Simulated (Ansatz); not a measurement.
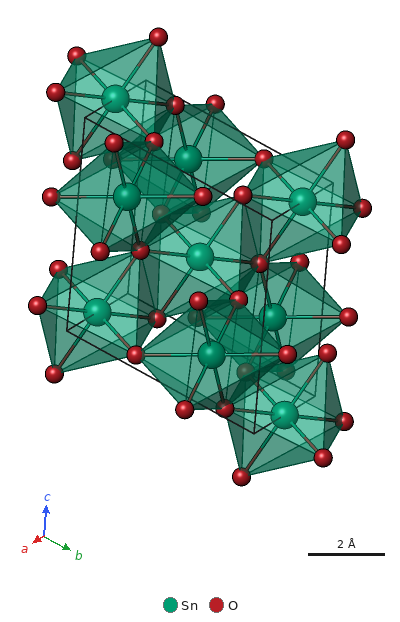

Fig. 1: The input geometry (polyhedral view of the cell of the calculation, seen slightly off an axis; polyhedra are completed across the faces of the cell). An atom can appear more than once, as a periodic image.

# SnO$_{2}$: geometry relaxation (part 1 of 2)

System: SnO$_{2}$ (P-1, 12 atoms in the cell).
Method: DFT LDA, scalar-relativistic, plane waves, PAW, no spin polarisation (Ansatz 0.2.0).

The structure derives from a Materials Project entry. It belongs to a series of runs on one base structure; here: shear of c along a, cell held, atoms relaxed: +2.0 %.

**Log**
```
Warning: output.stress: scf.convergence.dr2_threshold = 6.4e-8 eV (the default of a walk held to its f_tol) is looser than the 1.2e-9 eV advised for a printed stress (1e-10 eV for each atom of the cell: 12). What an SCF threshold leaves in a stress goes as its square root, and in the free energy as the threshold itself, and one threshold admits the most on a small cell: of the crystals measured, under no hybrid functional and no lock of the moments, on runs that ended without the residual-converged pass, on stresses that held no estimate of that error, the worst erred by over 100 MPa in a component at 1e-7 eV an atom and by under 5 at 1e-10. Every solve of this run answers to scf.convergence.dr2_threshold, and the tensor of one is reported: a single SCF on the reported geometry and on this run's grids (its basis.xc_grid and basis.ecutrho_ratio typed), with scf.convergence.dr2_threshold at 1.2e-9 eV or tighter, prints it and tightens no other solve. Else set scf.convergence.dr2_threshold to 1.2e-9 eV or tighter. The threshold is an SCF's pass mark: one that does not reach it within its budget of iterations ends unconverged, or closes short of it on a stop that the run arms, and scf.convergence.dr2_threshold's page says what that costs each kind of run
Engine: ansatz 0.2.0, x86_64-unknown-linux-gnu
Pseudopotentials: kind: paw
Pseudopotential: Sn, paw, valence charge 14, recommended cutoff 420 eV (normal), Sn.paw.azcp
Pseudopotential: O, paw, valence charge 6, recommended cutoff 420 eV (normal), O.paw.azcp
Functional definition: SPW92
  exchange = slater_x
  correlation = pw_c
Crystal: 12 atoms, lattice volume = 142.298 Å³
Basis set: ecut = 420 eV, 2807 PW (Γ)
Bands: 64, of which v1, the nominal top of the filled ones, is band 52 counted from 1 (51 counted from 0)
Symmetry: 2 space group operations
Space group: P-1 (ITA 2), of the structure as read, at distance tolerance 5.2e-5 Å
k-points: 112 of 216
Non-local potential: Sn, projectors of the file, l = 0: 2, l = 1: 2, l = 2: 2, l = 3: 2
Non-local potential: O, projectors of the file, l = 0: 2, l = 1: 2, l = 2: 1
PAW form: soft (Blöchl's): semilocal exchange-correlation on the pseudo side does not see the compensation charge
PAW frozen core: Sn, regenerated for the run's functional, and the local potential with it (the file was generated under x = pbe(κ = 0.804, μ = 0.2195149727645171), c = pbe(β = 0.06672455060314922))
PAW frozen core: O, regenerated for the run's functional, and the local potential with it (the file was generated under x = pbe(κ = 0.804, μ = 0.2195149727645171), c = pbe(β = 0.06672455060314922))
PAW one-centre angular grid: Sn, 590 points (default); XC on 64 Gauss nodes
PAW one-centre angular grid: O, 110 points (default); XC on 64 Gauss nodes
Initial density: superposition of atomic densities (neutral atoms: chi_scale 0, normalization atom), corrected by the library's trained network
Initial wavefunctions: pseudopotential atomic-orbital guess
Functional: x = slater, c = lda
SCF iter   1: F=—  HF=-27960.834177 eV  |F-HF|=—  |Δ(HF+E_count)|=         —  Δρ=1.89e-2  dr2=4.25e-1  ethr=1.77e-3  ⟨swp⟩=6.4  Hψ=29117  notcnv=0  defer=46
preconditioner: auto → Resta (q_TF=auto, 2.589 Å⁻¹)  ε∞=3.7  [insulator: Δε(μ)=1.026 eV  Ē_g=19.472 eV  σ=0.020 eV  W_gap=1.00  n_scr=42 (ndim 8)  ℏωp=31.7 eV  f_vac=0.026  D(μ)=0.00/eV (n_scr^D=0)  ε∞_Penn≈3.7]
SCF iter   2: F=—  HF=-27960.711614 eV  |F-HF|=—  |Δ(HF+E_count)|=   1.23e-1  Δρ=4.99e-3  dr2=1.38e-2  ethr=4.08e-4  ⟨swp⟩=2.0  Hψ=11068  notcnv=0  defer=722
SCF iter   3: F=—  HF=-27960.706642 eV  |F-HF|=—  |Δ(HF+E_count)|=   4.97e-3  Δρ=2.14e-3  dr2=3.49e-3  ethr=1.32e-5  ⟨swp⟩=2.3  Hψ=12665  notcnv=0  defer=722
SCF iter   4: F=—  HF=-27960.705487 eV  |F-HF|=—  |Δ(HF+E_count)|=   1.15e-3  Δρ=3.77e-4  dr2=1.38e-4  ethr=3.35e-6  ⟨swp⟩=2.0  Hψ=12102  notcnv=0  defer=722
SCF iter   5: F=—  HF=-27960.705474 eV  |F-HF|=—  |Δ(HF+E_count)|=   1.34e-5  Δρ=1.11e-4  dr2=1.37e-5  ethr=1.33e-7  ⟨swp⟩=2.1  Hψ=8492  notcnv=0  defer=722
SCF iter   6: F=—  HF=-27960.705474 eV  |F-HF|=—  |Δ(HF+E_count)|=   4.20e-7  Δρ=7.54e-5  dr2=6.78e-6  ethr=1.54e-9  ⟨swp⟩=13.4  Hψ=35731  notcnv=0
SCF iter   7: F=-27960.705473 eV  HF=-27960.705473 eV  |F-HF|=7.18e-7  |Δ(HF+E_count)|=   9.33e-7  Δρ=2.94e-5  dr2=1.04e-6  ethr=1.54e-9  ⟨swp⟩=5.0  Hψ=27494  notcnv=0
SCF 1 converged in 7 iterations: F = -27960.705473 eV  dr2 = 1.04e-6
  greatest PAW one-centre occupation: 0.998 electrons in one spin orbital (limit 2), on the Sn atom at site 1 (counted from 0), in its partial waves of l = 2
relax step   1: F+E_penalty+E_count = -27960.70547262 eV  Δ(F+E_penalty+E_count) = +0.000e0 eV  max|allowed force component| = 3.597e-2 eV/Å  Δτ_max = 0.0000 Å  (7 SCF iters, dr2 threshold 1.60e-6 eV, accepted)
Initial density: handed on by an earlier stage of this run
Initial wavefunctions: those handed on with the density
iter 1 solved again at ethr=3.59e-8 eV; its pass at ethr=3.10e-3 eV (dr2=3.74e-5 eV) is discarded
SCF iter   1: F=—  HF=-27960.705766 eV  |F-HF|=—  |Δ(HF+E_count)|=         —  Δρ=2.93e-4  dr2=3.92e-5  ethr=3.59e-8  ⟨swp⟩=2.0  Hψ=20099  notcnv=0  defer=722
preconditioner: auto → Resta (q_TF=auto, 2.589 Å⁻¹)  ε∞=3.6  [insulator: Δε(μ)=1.193 eV  Ē_g=19.530 eV  σ=0.020 eV  W_gap=1.00  n_scr=42 (ndim 8)  ℏωp=31.7 eV  f_vac=0.020  D(μ)=0.00/eV (n_scr^D=0)  ε∞_Penn≈3.6]
SCF iter   2: F=—  HF=-27960.705758 eV  |F-HF|=—  |Δ(HF+E_count)|=   7.83e-6  Δρ=1.50e-4  dr2=1.21e-5  ethr=3.59e-8  ⟨swp⟩=1.0  Hψ=6446  notcnv=0  defer=722
SCF iter   3: F=—  HF=-27960.705755 eV  |F-HF|=—  |Δ(HF+E_count)|=   3.16e-6  Δρ=1.66e-5  dr2=3.14e-7  ethr=1.16e-8  ⟨swp⟩=2.0  Hψ=9133  notcnv=0  defer=722
SCF iter   4: F=-27960.705755 eV  HF=-27960.705755 eV  |F-HF|=4.56e-8  |Δ(HF+E_count)|=   3.70e-8  Δρ=8.52e-6  dr2=7.55e-8  ethr=7.77e-11  ⟨swp⟩=10.2  Hψ=31442  notcnv=0
SCF 2 converged in 4 iterations: F = -27960.705755 eV  dr2 = 7.55e-8
relax step   2: F+E_penalty+E_count = -27960.70575507 eV  Δ(F+E_penalty+E_count) = -2.825e-4 eV  max|allowed force component| = 1.612e-2 eV/Å  Δτ_max = 0.0019 Å  (4 SCF iters, dr2 threshold 8.09e-8 eV, accepted)
SCF iter   1: F=—  HF=-27960.705880 eV  |F-HF|=—  |Δ(HF+E_count)|=         —  Δρ=5.32e-4  dr2=9.38e-5  ethr=1.12e-6  ⟨swp⟩=2.0  Hψ=13384  notcnv=0  defer=722
preconditioner: auto → Resta (q_TF=auto, 2.589 Å⁻¹)  ε∞=3.6  [insulator: Δε(μ)=1.192 eV  Ē_g=19.530 eV  σ=0.020 eV  W_gap=1.00  n_scr=42 (ndim 8)  ℏωp=31.7 eV  f_vac=0.020  D(μ)=0.00/eV (n_scr^D=0)  ε∞_Penn≈3.6]
SCF iter   2: F=—  HF=-27960.705870 eV  |F-HF|=—  |Δ(HF+E_count)|=   1.06e-5  Δρ=2.69e-4  dr2=2.96e-5  ethr=9.01e-8  ⟨swp⟩=1.0  Hψ=8293  notcnv=0  defer=722
SCF iter   3: F=—  HF=-27960.705862 eV  |F-HF|=—  |Δ(HF+E_count)|=   7.11e-6  Δρ=1.80e-5  dr2=4.09e-7  ethr=2.84e-8  ⟨swp⟩=2.3  Hψ=8359  notcnv=0  defer=722
SCF iter   4: F=—  HF=-27960.705863 eV  |F-HF|=—  |Δ(HF+E_count)|=   6.14e-8  Δρ=8.92e-6  dr2=7.51e-8  ethr=6.15e-11  ⟨swp⟩=10.4  Hψ=31706  notcnv=0
SCF iter   5: F=-27960.705863 eV  HF=-27960.705863 eV  |F-HF|=2.13e-8  |Δ(HF+E_count)|=   2.12e-9  Δρ=5.17e-6  dr2=2.97e-8  ethr=6.15e-11  ⟨swp⟩=5.0  Hψ=24158  notcnv=0
SCF 3 converged in 5 iterations: F = -27960.705863 eV  dr2 = 2.97e-8
relax step   3: F+E_penalty+E_count = -27960.70586251 eV  Δ(F+E_penalty+E_count) = -1.074e-4 eV  max|allowed force component| = 4.090e-3 eV/Å  Δτ_max = 0.0033 Å  (5 SCF iters, accepted)
```

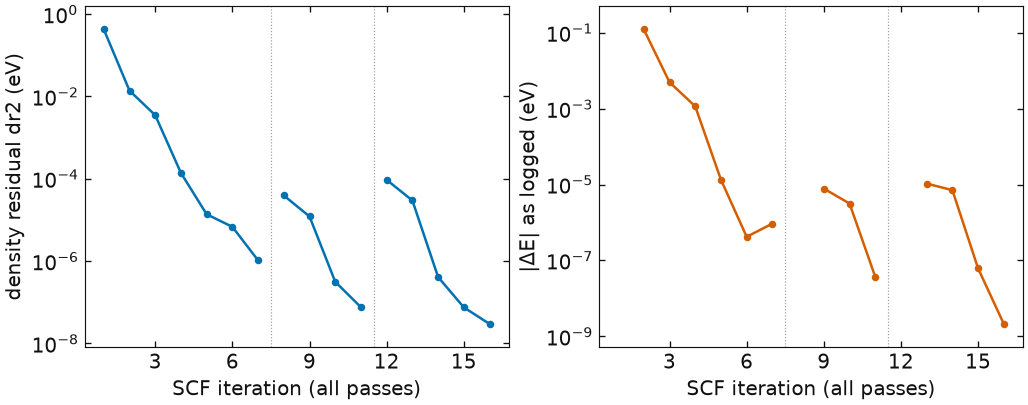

Fig. 2: Convergence of the self-consistent field: density residual dr2 and size of the energy change against the SCF iteration. The dotted lines part the SCF passes of the relaxation: geometry steps, rejected trials and re-solves on a re-selected basis. The passes take 7, 4 and 5 iterations.

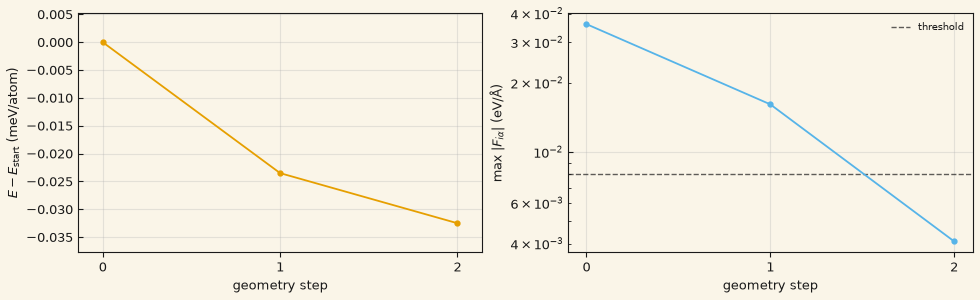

Fig. 3: Progress of the relaxation, step by step (the first geometry is step 0 here and step 1 in the log). After 2 geometry steps the energy has fallen by next to nothing (0.0 meV per atom). The largest force component goes from 0.036 to 0.0041 eV/Å. The largest moves, 0.005 Å, are those of O5, O7, O11 and O12. Sn stays in place. The cell stays as it was. The space group stays P-1 (No. 2). (Atoms are counted from 1 in the order of the input.)

```
SCF converged after 5 iterations
Free energy (F): -27960.705863 eV
Harris-Foulkes:  -27960.705863 eV  (|F-HF|=2.13e-8)
Internal energy: -27960.705863 eV  (E = F + TS)
E sigma→0 (E₀):  -27960.705863 eV
Fermi energy:    9.839583 eV
--- Per-component energies (eV) ---
  E_band       = -255.510492
  E_kinetic    = 2163.768453
  E_local      = -5719.432632  (includes V_loc(G=0)·N_el)
  E_nonlocal   = 302.208501
  E_hartree    = 2958.527830
  E_xc         = -2084.323295
  E_vxc        = -1129.268209  (∫ρ·V_xc dr)
  E_paw        = -17205.739979  (= ΣΔE_a)
  E_vpaw       = -1789.865930  (= ΣTr[D̂ρ^β])
  E_aug_tail   = 0.020310  (compensation charges beyond the density's cutoff)
  E_ewald      = -8378.210015
  E_core_change = 2.474965  (= ΣΔE_core)
  E_smearing   = -0.000000  (= −TS)
  E_closure    = 0.000000  (closes the sum)
  Σ components = -27960.705863   (vs F -27960.705863, Δ=0.00e0)
--- Forces (eV/Å), atoms counted from 1 ---
  atom   1  Sn     0.00001219    -0.00000134     0.00008332
  atom   2  Sn    -0.00001219     0.00000134    -0.00008332
  atom   3  Sn     0.00000000     0.00000000     0.00000000
  atom   4  Sn     0.00000000     0.00000000     0.00000000
  atom   5  O      0.00255970    -0.00168695    -0.00409046
  atom   6  O      0.00031526     0.00043726    -0.00198459
  atom   7  O      0.00271042    -0.00168621    -0.00408264
  atom   8  O     -0.00031439    -0.00044786     0.00207530
  atom   9  O      0.00031439     0.00044786    -0.00207530
  atom  10  O     -0.00031526    -0.00043726     0.00198459
  atom  11  O     -0.00271042     0.00168621     0.00408264
  atom  12  O     -0.00255970     0.00168695     0.00409046
  max |Σ_I F_I| component: 8.67e-19 eV/Å
--- Stress (GPa, compression-positive) ---
        2.262239      -0.044891      -0.777089
       -0.044891      -2.134239      -0.314783
       -0.777089      -0.314783       1.185364
  P = ⅓ Tr σ = 0.4378 GPa (4.378 kbar)
--- Band table (eV; the first three rows and the last of 112) ---
  k-point 0: bands = ["-11.7923", "-11.5798", "-11.5095", "-11.0484", "-11.0348", "-11.0250", "-10.7294", "-10.7278", "-10.6851", "-10.6057", "-10.5908", "-10.5655", "-10.5649", "-10.5011", "-10.4703", "-10.4655", "-10.4618", "-10.4596", "-10.4389", "-10.4271", "-9.5753", "-7.6781", "-7.5981", "-7.5717", "-7.5168", "-6.1637", "-6.1096", "-5.7715", "0.9262", "1.0410", "1.0733", "4.0505", "4.1027", "5.0029", "5.0190", "5.2371", "6.0173", "6.5669", "6.6276", "6.7640", "6.7707", "7.1842", "7.2884", "7.9569", "8.0393", "8.2329", "8.2611", "8.3319", "8.3950", "8.4270", "8.4573", "9.2435", "10.4356", "13.9015", "13.9432", "15.3140", "15.3830", "15.4517", "17.8663", "17.9414", "19.3210", "19.6348", "20.1181", "20.1205"]
```
